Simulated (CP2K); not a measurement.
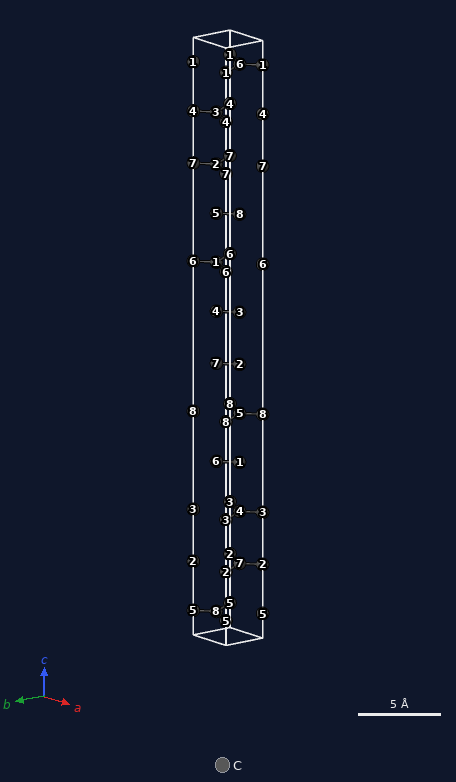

*The input geometry (ball-and-stick view of the cell 3 times as large as that of the calculation, set on its symmetry axes, seen at an oblique angle; atoms are numbered from 1 in the order of the input). An atom can appear more than once, as a periodic image.*

Near neighbours in the periodic cell (some may lie outside the picture): C has 3 C at 1.42 Å.

C: single-point calculation (part 1 of 4)

System: C (R-3m, 8 atoms in the cell).
Method: DFTB (self-consistent charges), tables shipped with the program (CP2K 2026.2).

The structure derives from a Materials Project entry. The run did not end well. The geometry comes from this level: r2scan-rvv10.

Input:
```
&GLOBAL
 PROJECT run
 RUN_TYPE CELL_OPT
 PRINT_LEVEL LOW
&END GLOBAL
&MOTION
 &CELL_OPT
  OPTIMIZER BFGS
  KEEP_SPACE_GROUP T
  KEEP_SYMMETRY F
  EXTERNAL_PRESSURE [bar] 0.0
  PRESSURE_TOLERANCE [bar] 300
  MAX_FORCE 3e-4
  MAX_ITER 30
 &END CELL_OPT
 &PRINT
  &CELL
  &END CELL
  &FORCES
  &END FORCES
  &STRESS
  &END STRESS
 &END PRINT
&END MOTION
&FORCE_EVAL
 METHOD QS
 STRESS_TENSOR ANALYTICAL
 &DFT
  &QS
   METHOD DFTB
   &DFTB
    SELF_CONSISTENT T
    DO_EWALD T
    &PARAMETER
     PARAM_FILE_PATH DFTB/scc
     PARAM_FILE_NAME scc_parameter
    &END PARAMETER
   &END DFTB
  &END QS
  &POISSON
   &EWALD
    EWALD_TYPE SPME
    GMAX 25
   &END EWALD
  &END POISSON
  &KPOINTS
   SCHEME MONKHORST-PACK 7 7 7
   SYMMETRY F
   FULL_GRID F
  &END KPOINTS
  &SCF
   ADDED_MOS 14
   EPS_SCF 1e-6
   MAX_SCF 80
   &DIAGONALIZATION
   &END DIAGONALIZATION
   &MIXING
    METHOD DIRECT_P_MIXING
    ALPHA 0.3
   &END MIXING
   &SMEAR
    METHOD FERMI_DIRAC
    ELECTRONIC_TEMPERATURE [K] 232
   &END SMEAR
   &PRINT
    &ITERATION_INFO
    &END ITERATION_INFO
   &END PRINT
  &END SCF
 &END DFT
 &SUBSYS
  &CELL
   A 13.69489649 0.00000000 0.00000000
   B 13.47484284 2.44515854 0.00000000
   C 13.47484284 1.21267733 2.12325551
  &END CELL
  &COORD
   SCALED
   C 0.04102034 0.04102034 0.04102034
   C 0.87687614 0.87687614 0.87687614
   C 0.78979112 0.78979112 0.78979112
   C 0.12312386 0.12312386 0.12312386
   C 0.95897966 0.95897966 0.95897966
   C 0.37435339 0.37435339 0.37435339
   C 0.21020888 0.21020888 0.21020888
   C 0.62564661 0.62564661 0.62564661
  &END COORD
 &END SUBSYS
 &PRINT
  &STRESS_TENSOR
  &END STRESS_TENSOR
  &FORCES
  &END FORCES
 &END PRINT
&END FORCE_EVAL
```

Launched with:
```bash
cp2k.psmp -i run.inp
```

The program's output:
```
*** 'DO_EWALD' is deprecated and may be removed in a future version: Use  ***
 *** SUBSYS/CELL/PERIODIC to select periodicity. DO_EWALD is retained only ***
 *** as a debug override for the DFTB Ewald path.                          ***

                                           ix56sw

 CP2K| version string:                                       CP2K version 2026.2
 CP2K|            -lib tblite libvori libbqb
 CP2K| Input file name                                                   run.inp

 GLOBAL| Force Environment number                                              1
 GLOBAL| Cholesky decomposition library                                ScaLAPACK
 GLOBAL| Direct generalized diagonalization requested                          F
 GLOBAL| Matrix multiplication library                                 ScaLAPACK

 GENERATE|  Preliminary Number of Bonds generated:                             0
 GENERATE|  Achieved consistency in connectivity generation.

              #####   #####        # ######  ####### ####### ######
             #     # #     #      #  #     # #          #    #     #
             #     # #           #   #     # #          #    #     #
             #     #  #####     #    #     # #####      #    ######
             #   # #       #   #     #     # #          #    #     #
             #    #  #     #  #      #     # #          #    #     #
              #### #  #####  #       ######  #          #    ######

                                    Version 0.2
                               J. Hutter and T. Heine

 EWALD| Summation is done by:                                               SPME
 EWALD| Alpha parameter [       ANGSTROM^-1]                              0.3500
 EWALD| Real Space Cutoff [          ANGSTROM]                            9.6398
 EWALD| G-space max. Miller index                         25        25        25
 EWALD| Spline interpolation order                                             6

 TOTAL NUMBERS AND MAXIMUM NUMBERS

  Total number of            - Atomic kinds:                                   1
                             - Atoms:                                          8
                             - Shell sets:                                     0
                             - Shells:                                        16
                             - Primitive Cartesian functions:                  0
                             - Cartesian basis functions:                     32
                             - Spherical basis functions:                     32

  Maximum angular momentum of the orbital basis functions:                     1

  LRI_AUX Basis:
  Total number of            - Shell sets:                                     0
                             - Shells:                                        16
                             - Primitive Cartesian functions:                  0
                             - Cartesian basis functions:                     32
                             - Spherical basis functions:                     32
                               Maximum angular momentum                        1

  RI_HXC Basis:
  Total number of            - Shell sets:                                     0
                             - Shells:                                        16
                             - Primitive Cartesian functions:                  0
                             - Cartesian basis functions:                     32
                             - Spherical basis functions:                     32
                               Maximum angular momentum                        1

  AUX_FIT ADMM-Basis:
  Total number of            - Shell sets:                                     0
                             - Shells:                                        16
                             - Primitive Cartesian functions:                  0
                             - Cartesian basis functions:                     32
                             - Spherical basis functions:                     32
                               Maximum angular momentum                        1

  Nuclear Basis:
  Total number of            - Quantum atomic kinds:                           0
                             - Quantum atoms:                                  0
                             - Shell sets:                                     0
                             - Shells:                                        16
                             - Primitive Cartesian functions:                  0
                             - Cartesian basis functions:                     32
                             - Spherical basis functions:                     32
                               Maximum angular momentum                        1

 SCF PARAMETERS         Density guess:                                    ATOMIC
                        --------------------------------------------------------
                        max_scf:                                              80
                        max_scf_history:                                       0
                        max_diis:                                              4
                        --------------------------------------------------------
                        eps_scf:                                        1.00E-06
                        eps_scf_history:                                0.00E+00
                        eps_diis:                                       1.00E-01
                        eps_eigval:                                     1.00E-05
                        --------------------------------------------------------
                        level_shift [a.u.]:                             0.000000
                        added MOs                                        14    0
                        --------------------------------------------------------
                        Mixing method:                           DIRECT_P_MIXING
                        --------------------------------------------------------
                        Smear method:                                FERMI_DIRAC
                        Electronic temperature [K]:                        232.0
                        Electronic temperature [a.u.]:                  7.35E-04
                        Accuracy threshold:                             1.00E-10
                        --------------------------------------------------------
                        No outer SCF

 CELL_OPT| Pressure tolerance [bar]:                                       300.0
 CELL_OPT| Keep volume of cell:                                               NO
 CELL_OPT| Keep angles between the cell vectors:                              NO
 CELL_OPT| Keep cell symmetry:                                                NO
 CELL_OPT| Constraint:                                                      NONE

 BFGS| Use rational function optimization for step estimation:                NO
 BFGS| Use model Hessian for initial guess:                                   NO
 BFGS| Restart Hessian:                                                       NO
 BFGS| Trust radius:                                                       0.472

 -------------------------------------------------------------------------------
 ----                   SPACE GROUP SYMMETRY INFORMATION                    ----
 -------------------------------------------------------------------------------
 SPGR| SPACE GROUP NUMBER:                                                   166
 SPGR| INTERNATIONAL SYMBOL:                                                R-3m
 SPGR| POINT GROUP SYMBOL:                                                   -3m
 SPGR| SCHOENFLIES SYMBOL:                                                 D3d^5
 SPGR| NUMBER OF SYMMETRY OPERATIONS:                                         12
 SPGR| NUMBER OF UNIQUE ROTATIONS:                                            12
 SPGR| NUMBER OF REDUCED SYMMETRY OPERATIONS:                                 12
 SPGR| NUMBER OF PARTICLES AND SYMMETRIZED PARTICLES:                  8       8
 SPGR| NUMBER OF ATOMS AND SYMMETRIZED ATOMS:                          8       8
 SPGR| NUMBER OF SHELLS AND SYMMETRIZED SHELLS:                        0       0

 *******************************************************************************
 ***                     STARTING   CELL   OPTIMIZATION                      ***
 ***                                   BFGS                                  ***
 *******************************************************************************

 CELL| Volume [angstrom^3]:                                            71.099744
 CELL| Vector a [angstrom]:      13.695     0.000     0.000   |a| =    13.694896
 CELL| Vector b [angstrom]:      13.475     2.445     0.000   |b| =    13.694896
 CELL| Vector c [angstrom]:      13.475     1.213     2.123   |c| =    13.694896
 CELL| Angle (b,c), alpha [degree]:                                    10.285035
 CELL| Angle (a,c), beta  [degree]:                                    10.285035
 CELL| Angle (a,b), gamma [degree]:                                    10.285035
 CELL| Numerically orthorhombic:                                              NO
 CELL| Periodicity                                                           XYZ

 Extrapolation method: initial_guess

 Number of electrons:                                                         32
 Number of occupied orbitals:                                                 16
 Number of molecular orbitals:                                                30

 Number of orbital functions:                                                 32
 Number of independent orbital functions:                                     32

 SCF WAVEFUNCTION OPTIMIZATION

  ------------------------------------------------------------------------------
     1 P_Mix/Diag. 0.30E+00    0.3     1.18946836       -10.5619803051 -1.06E+01
     2 P_Mix/Diag. 0.30E+00    0.3     0.83283120       -11.5576964226 -9.96E-01
     3 P_Mix/Diag. 0.30E+00    0.3     0.58293720       -12.2546976993 -6.97E-01
     4 P_Mix/Diag. 0.30E+00    0.3     0.40819950       -12.7425985859 -4.88E-01
     5 P_Mix/Diag. 0.30E+00    0.3     0.28576811       -13.0841291971 -3.42E-01
     6 P_Mix/Diag. 0.30E+00    0.3     0.20016576       -13.3232006124 -2.39E-01
     7 P_Mix/Diag. 0.30E+00    0.3     0.14019637       -13.4905505866 -1.67E-01
     8 P_Mix/Diag. 0.30E+00    0.3     0.09827645       -13.6076955469 -1.17E-01
     9 DIIS/Diag.  0.99E-05    0.3     0.06861352       -13.6896969904 -8.20E-02
    10 DIIS/Diag.  0.58E-12    0.3     0.00000019       -13.8810340867 -1.91E-01

  *** SCF run converged in    10 steps ***

  Core Hamiltonian energy:                                    -14.50700306845520
  Repulsive potential energy:                                   0.62596897487203
  Electronic energy:                                            0.00000000689792
  Dispersion energy:                                            0.00000000000000
  Electronic entropic energy:                                  -0.00000000000000
  Fermi energy:                                                -0.18058769931632

  Total energy:                                               -13.88103408668525
  Total energy (extrapolated to T->0):                        -13.88103408668525

 ENERGY| Total FORCE_EVAL ( QS ) energy [hartree]            -13.881034086685171

 FORCES| Atomic forces [hartree/bohr]
 FORCES|   Atom     x               y               z               |f|
 FORCES|      1 -2.55045776E-06 -2.30435973E-07 -1.32706586E-07   2.56428285E-06
 FORCES|      2  8.77897969E-05  7.89978568E-06  4.58662728E-06   8.82637650E-05
 FORCES|      3  1.22024200E-04  1.09807503E-05  6.37501888E-06   1.22683019E-04
 FORCES|      4 -8.77897949E-05 -7.89980276E-06 -4.58662778E-06   8.82637645E-05
 FORCES|      5  2.55046160E-06  2.30431845E-07  1.32705168E-07   2.56428623E-06
 FORCES|      6  6.03364620E-06  5.43908631E-07  3.14666326E-07   6.06627876E-06
 FORCES|      7 -1.22024202E-04 -1.09807332E-05 -6.37501838E-06   1.22683019E-04
 FORCES|      8 -6.03365005E-06 -5.43904508E-07 -3.14664913E-07   6.06628214E-06
 FORCES| Sum    -5.41254053E-18  2.20637260E-17  6.17942299E-18
 FORCES| Total atomic force                                       2.35433402E-17

 STRESS| Analytical stress tensor [bar]
 STRESS|                        x                   y                   z
 STRESS|      x        3.87579605574E+03  -9.66733774078E+03  -5.61157831057E+03
 STRESS|      y       -9.66733774078E+03   1.10425819054E+05  -5.05008434822E+02
 STRESS|      z       -5.61157831057E+03  -5.05008434822E+02   1.11002702809E+05
 STRESS| 1/3 Trace                                             7.51014393063E+04
 STRESS| Determinant                                           3.36007244788E+13

 STRESS| Eigenvectors and eigenvalues of the analytical stress tensor [bar]
 STRESS|                        1                   2                   3
 STRESS| Eigenvalues   2.71263119613E+03   1.11295832443E+05   1.11295854280E+05
 STRESS|      x           0.994629480047     -0.053603480041     -0.088537361318
 STRESS|      y           0.089512334044      0.874957569054      0.475853753173
 STRESS|      z           0.051959017269     -0.481223356959      0.875056764583

 SPGR STRESS| Symmetrized stress tensor [GPa]
 SPGR STRESS|                        x                   y                   z
 SPGR STRESS|      x        3.87579599540E-01  -9.66733777160E-01  -5.61157715111E-01
 SPGR STRESS|      y       -9.66733777160E-01   1.10425825063E+01  -5.05017760551E-02
 SPGR STRESS|      z       -5.61157715111E-01  -5.05017760551E-02   1.11002696861E+01
 SPGR STRESS| 1/3 Trace                                             7.51014393063E+00
 SPGR STRESS| Determinant                                           3.36007244788E+01

 SPGR STRESS| Eigenvectors and eigenvalues of the symmetrized stress tensor [GPa]
 SPGR STRESS|                        1                   2                   3
 SPGR STRESS| Eigenvalues   2.71263119613E-01   1.11295843141E+01   1.11295843582E+01
 SPGR STRESS|      x           0.994629480070     -0.088529449856     -0.053616544867
 SPGR STRESS|      y           0.089512333836      0.475724629596      0.875027781780
 SPGR STRESS|      z           0.051959017183      0.875127769702     -0.481094218662

 OPT| **************************************************************************
 OPT| Step number                                                              0
 OPT| Optimization method                                                   BFGS
 OPT| Total energy [hartree]                                      -13.8810340867
 OPT| Internal pressure [bar]                                   75101.4393063323
 OPT| Used time [s]                                                        3.596
 OPT| **************************************************************************
 OPT| Estimated peak process memory [MiB]                                    186

 --------------------------
 OPTIMIZATION STEP:      1
 --------------------------

 CELL| Volume [angstrom^3]:                                            72.520508
 CELL| Vector a [angstrom]:      13.697     0.000     0.000   |a| =    13.697401
 CELL| Vector b [angstrom]:      13.474     2.466     0.000   |b| =    13.697416
 CELL| Vector c [angstrom]:      13.474     1.213     2.147   |c| =    13.697421
 CELL| Angle (b,c), alpha [degree]:                                    10.413720
 CELL| Angle (a,c), beta  [degree]:                                    10.371161
 CELL| Angle (a,b), gamma [degree]:                                    10.371042
 CELL| Numerically orthorhombic:                                              NO
 CELL| Periodicity                                                           XYZ

 Extrapolation method: ASPC

 Number of electrons:                                                         32
 Number of occupied orbitals:                                                 16
 Number of molecular orbitals:                                                30

 Number of orbital functions:                                                 32
 Number of independent orbital functions:                                     32

 SCF WAVEFUNCTION OPTIMIZATION

  ------------------------------------------------------------------------------
     1 P_Mix/Diag. 0.30E+00    0.3     0.00800311       -13.8815795952 -1.39E+01
     2 P_Mix/Diag. 0.30E+00    0.3     0.00561160       -13.8816418469 -6.23E-05
     3 DIIS/Diag.  0.68E-08    0.3     0.00392081       -13.8816854231 -4.36E-05
     4 DIIS/Diag.  0.14E-10    0.3     0.00000001       -13.8817871011 -1.02E-04

  *** SCF run converged in     4 steps ***

  Core Hamiltonian energy:                                    -14.45779976536130
  Repulsive potential energy:                                   0.57601265668425
  Electronic energy:                                            0.00000000756546
  Dispersion energy:                                            0.00000000000000
  Electronic entropic energy:                                  -0.00000000000000
  Fermi energy:                                                -0.15802828579304

  Total energy:                                               -13.88178710111158
  Total energy (extrapolated to T->0):                        -13.88178710111158

 ENERGY| Total FORCE_EVAL ( QS ) energy [hartree]            -13.881787101111577
```
